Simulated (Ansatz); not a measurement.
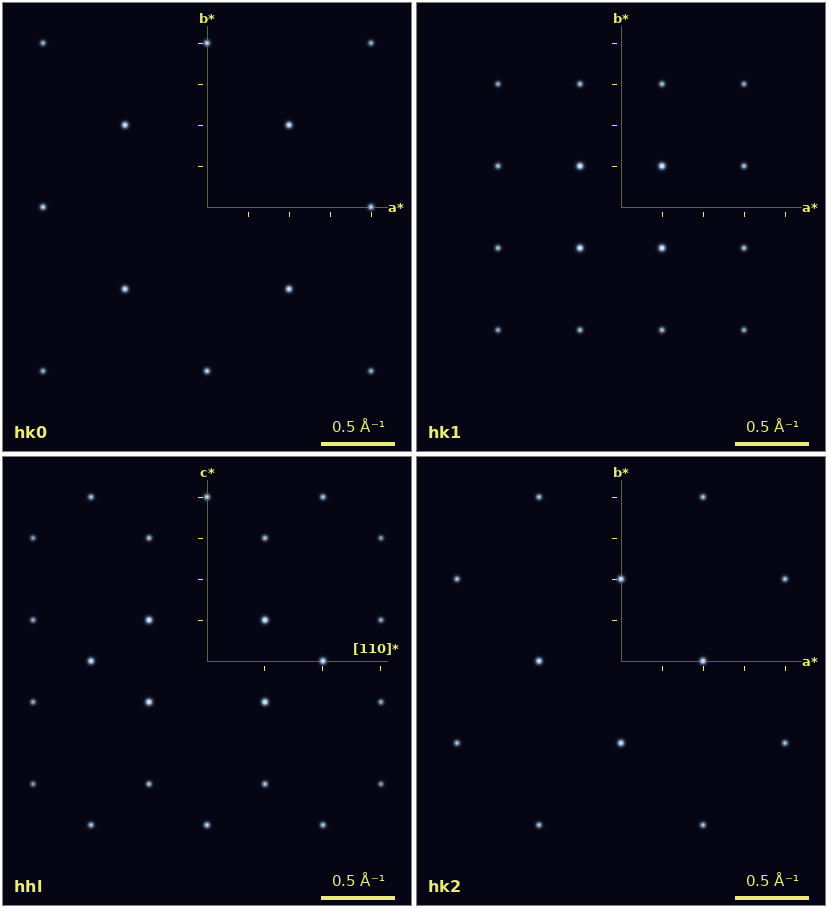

Simulated precession-type sections (X-rays; kinematic intensities, B = 0.5 Å²). The ticks mark integer indices of the conventional cell.

The compound is C. Structure: the input geometry of an electronic-structure calculation (not necessarily at equilibrium); the starting structure was generated, so it need not be a known form of this composition.

> Read the reciprocal cell and give the direct cell.

a* = 0.283, b* = 0.283, c* = 0.283 Å⁻¹; the cell is cubic with a = 3.53 Å.

> List the systematic absences.

Reflections are present only under these conditions. hkl: h + k = 2n, h + l = 2n; hk0: h = 2n, h + k = 4n; hhl: h + l = 2n; h00: h = 4n. The lattice is face-centred (F). Further gaps, such as 2 2 2, 4 4 2, come from atoms on special positions, not from the group's general conditions.

> Which space groups fit?

The intensities have Laue symmetry m-3m (the hk0 layer shows 4mm, hk1 shows 4mm). With these conditions only Fd-3m (No. 227) fits.
